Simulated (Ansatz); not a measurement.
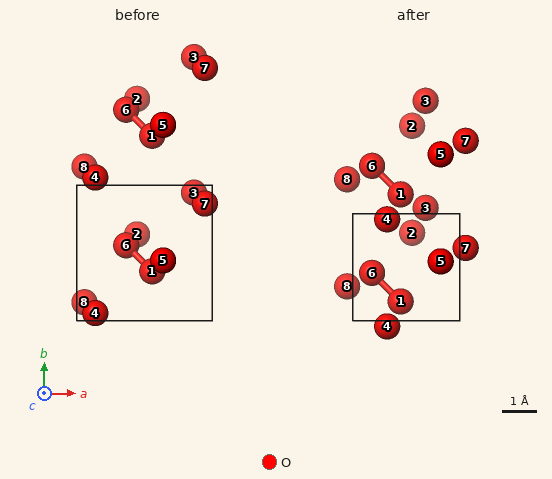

The structure of crystalline O (built on the database_92 type) (coarse preliminary run) before (left) and after (right) a relaxation, at one scale.

A ball-and-stick model of the cell of the calculation, repeated 1 × 2 × 1 with one cell outlined, seen along the c axis.

Case: structure listed in a database for this formula (P4_12_12, No. 92).

Method: DFT PBEsol, scalar-relativistic, plane waves, PAW (Ansatz). Settings: plane-wave cutoff 420 eV; k-point mesh 4 × 4 × 2; occupations gaussian; smearing width 0.1 eV; no spin polarisation; cell and atoms relaxed; force threshold 0.04 eV/Å; at most 70 steps.

Summarise the run.

The energy falls by 1.260 eV per cell of the calculation in 13 accepted moves (20 points after the start). The largest force component goes from 0.58 to 0.006 eV/Å. The pressure goes from −3.79 to −0.13 GPa. The line search rejected the trial steps at points 2, 8, 13, 14, 18 of the run. At 2 points the geometry stayed and the basis and grid were re-selected for the new cell (energy shift of 44.2 meV per cell of the calculation at most each time). The largest moves relative to the cell, 0.72 Å, are those of 8 atoms (O1, O2, O3, O4 and others). O7 goes roughly along [1 −2 0]. The drawn cell changes as follows: a = b 4.044 → 3.194 Å (−21.0 %), c 8.783 → 9.189 Å (+4.6 %); the volume changes by −34.8 %. Some distances before and after: O1–O6 1.223 → 1.212 Å. The space group stays P4_12_12 (No. 92). The run took about 29 core-seconds on a shared host.

Limits of the set-up: the k-point mesh is coarse for a cell with partly filled bands.
